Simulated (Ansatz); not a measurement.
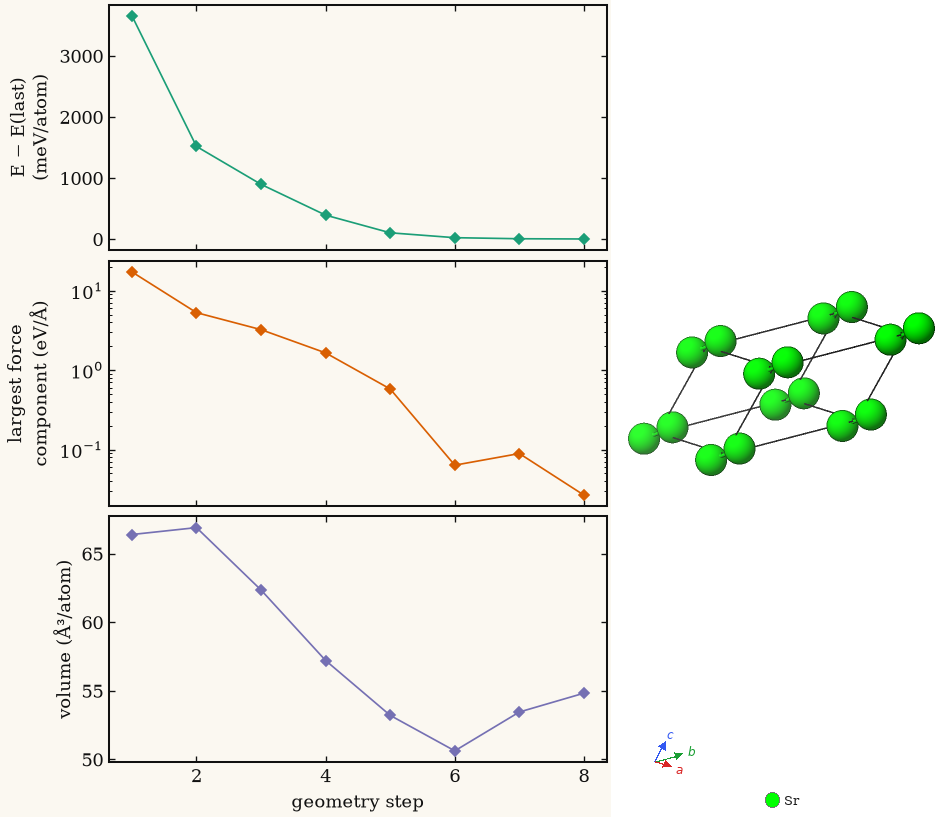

Beside the plot: the structure at the start.

History of a geometry optimisation. The run: Sr (R-3m, 2 atoms in the cell), by DFT PBE, scalar-relativistic, plane waves, PAW in Ansatz 0.2.0; cutoff 420 eV, 6×6×6 k-mesh, Gaussian smearing of 0.1 eV. Atoms and cell relax. A closing SCF on a freshly chosen basis isn't drawn.

The optimisation met its thresholds at geometry 8, counting the start as the first. The energy fell by about 3700 meV/atom from the first step to the last. The largest force component goes from about 17 eV/Å at the start to 0.027 eV/Å at the end. The volume shrinks from 66.4 to 54.8 Å³ per atom (−17 %), overshooting to 50.6 at step 6.
